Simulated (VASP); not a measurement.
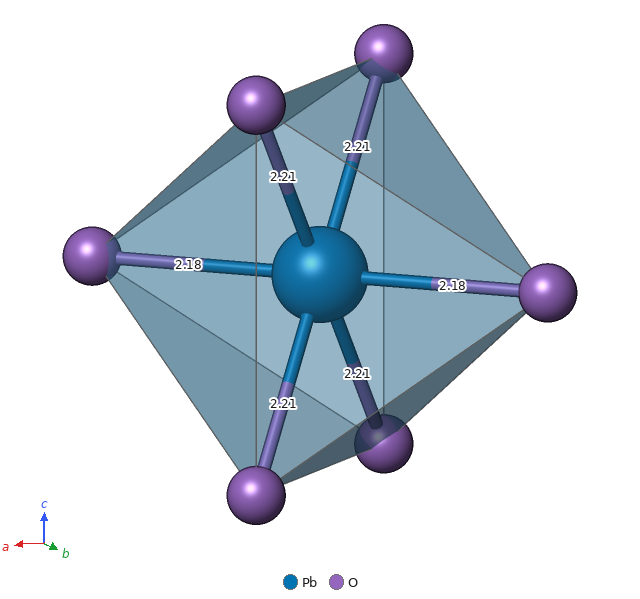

Coordination of Pb in PbO₂ (P4_2/mnm); bond lengths in Å. The shape measure S (0 to 100) is the computed least-squares distance from an ideal polyhedron; S = 0 means ideal. Origin: the end point of a relaxation with VASP Kohn-Sham DFT of a periodic cell, RPBE with D4, VASP PAW PBE potentials, recommended (VASP 6.6.1).

Question: Name the coordination polyhedron and say how regular it is.

Answer: PbO6: a slightly distorted octahedron (coordination number 6, S = 0.93; next best trigonal prism, S = 15.9).

Question: Does the central atom sit at the centroid of its ligands?

Answer: Yes, to within 0.01 Å; the site symmetry is mmm.
